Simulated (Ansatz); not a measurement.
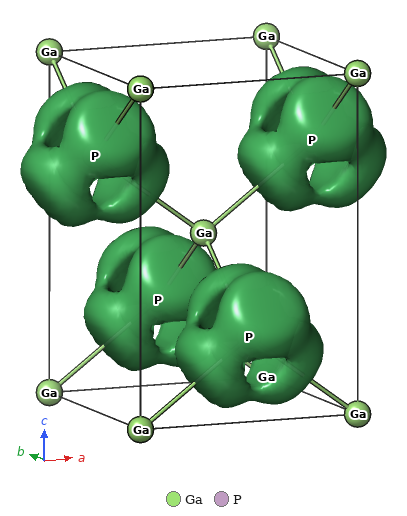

The picture shows: GaP. Isosurface of the ELF at 0.75 (green), seen slightly off an axis. Core shells and regions of very low density are left out. Sticks mark near contacts.

Space group I-4m2; changed on purpose from its base cell (in-plane strain -0.02, out-of-plane length and atoms relaxed by PAW); computed pressure about 2 GPa in this cell.

Level of theory: Ansatz 0.2.0, DFT, PBEsol, PAW with Ansatz's default frozen-core files, scalar-relativistic; relaxation of cell and atoms.

In a PAW calculation such maps are meaningful between the atoms, not at the nuclei.

**Describe the localisation domains.**

The ELF exceeds this value in two regions on P in which the atom's valence shell and bonds are merged, counted in one cell of 4 atoms. Any copies at cell faces, edges or corners count once. Along the contacts the grid gives the following. Ga–P (2.34 Å): the ELF peaks at about 0.90 in the valence shell of P, 0.9 Å from its nucleus, and is about 0.75 at the midpoint.
